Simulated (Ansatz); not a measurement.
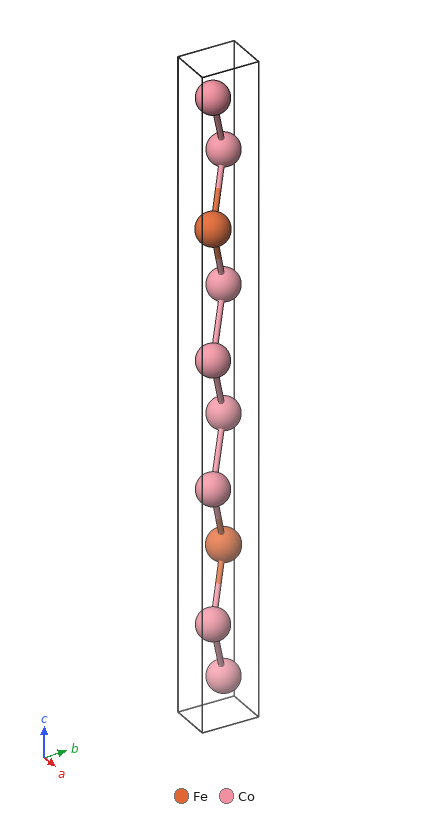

An orthographic ball-and-stick view of the structure, slightly off an axis. The frame is the conventional unit cell; atoms at its boundary are shown with their periodic copies. Cell: a = 2.50 Å, b = 2.50 Å, c = 20.52 Å, α = 90.00°, β = 90.00°, γ = 120.00°.

Provenance: a structure type filled with these elements by a generator (whether the compound takes this form wasn't checked). Earlier steps of the study, as a rule a relaxation of our own, may have changed the cell and positions, so they can lie some per cent off the listed ones. It went into a calculation with Ansatz.

> In words:

Chemical formula FeCo$_{4}$. Space group: P6_3/mmc (No. 194). Lattice: primitive hexagonal. With Z = 2, the cell contains 2 Fe, 8 Co. The neighbours of Fe are six Fe and six Co in an anticuboctahedral arrangement (about 2.5 Å to Fe, 2.6 Å to Co). Co takes two kinds of site: 4f with twelve Co in an anticuboctahedral arrangement at about 2.5 Å; 4f with nine Co and three Fe in an anticuboctahedral arrangement (about 2.5 Å to Co, 2.6 Å to Fe). The bonds build a three-dimensional framework.

All computed values are from Ansatz 0.2.0, DFT PBE, scalar-relativistic, plane waves, PAW. Settings: a basis cut at 420 eV, Brillouin-zone sampling on an 18×18×2 mesh, Gaussian smearing of 0.1 eV, collinear spins.

> Which atoms carry magnetic moments in this run, and how do they order?

The state reached is ferromagnetic. Sizes: Fe 2.5 μB and Co 1.7 μB; net moment 17.8 μB in the run's cell of 10 atoms.

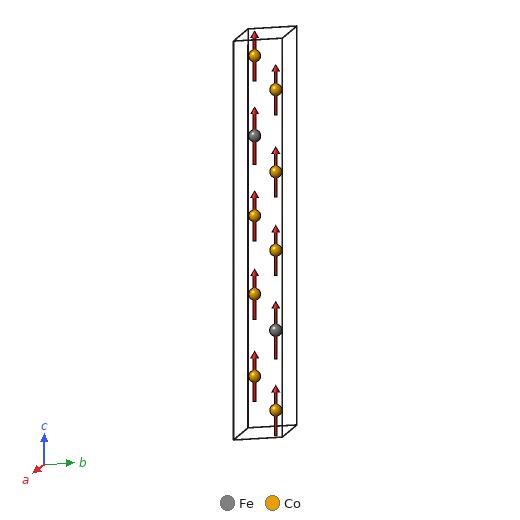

Site moments above 0.25 μB as arrows, small induced ones on non-metal atoms left out (red along the largest or up, blue against, purple across). The run's cell of 10 atoms is drawn.

> Is it conducting or gapped at this level?

A metal: bands cross the Fermi level.

> Predict the Bader charges.

Fe +0.09 e; Co -0.04 to 0.00 e.

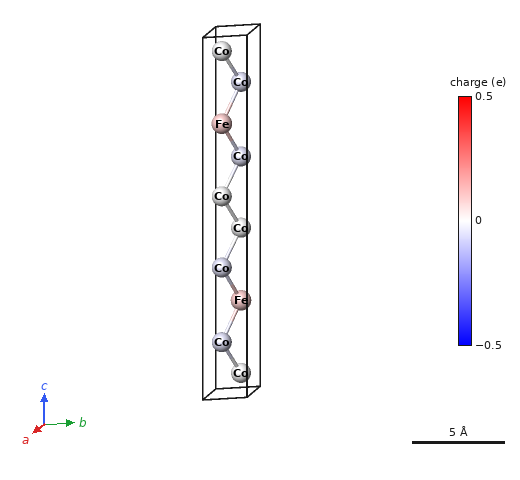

The atoms coloured by those charges. The run's cell of 10 atoms is drawn.

> Is the structure in equilibrium?

Yes. All forces vanish to within 0.01 eV/Å. The pressure is 0.0 GPa, close to zero.
